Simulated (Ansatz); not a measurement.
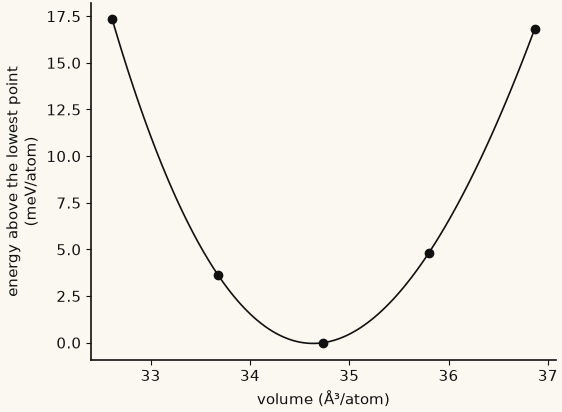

The plot gives the computed energy above the lowest point against volume for TePb, space group Fm-3m (No. 225) (one of a set of cubic test structures, which need not be the stable phase).

How it was computed, with Ansatz 0.2.0 development build: equation of state of a cubic crystal from periodic Kohn-Sham density functional theory without spin, third-order Birch-Murnaghan fit to the free energies; pressure corrected for the finite basis. Level: HSE06, no spin-orbit coupling.

structure type rock salt; atoms in cell 2; space group number 225; lattice centring face-centred primitive; k mesh 4×4×4; occupation method Fermi–Dirac; occupation width 0.05 eV; wave cutoff 700 eV; datasets hard PAW; density tolerance 0 eV; bands 23; density cutoff ratio 4; search for lower states default; exchange singularity regularized.

**How stiff is the solid, and where is its volume at rest?**

A third-order Birch–Murnaghan fit gives V0 = 34.64 Å³/atom, B0 = 42.2 GPa and B′ = 4.5.

Note: modest k-mesh, values are not fully converged in k; no spin-orbit coupling with 6p elements; pseudopotentials made with PBE, not this functional.
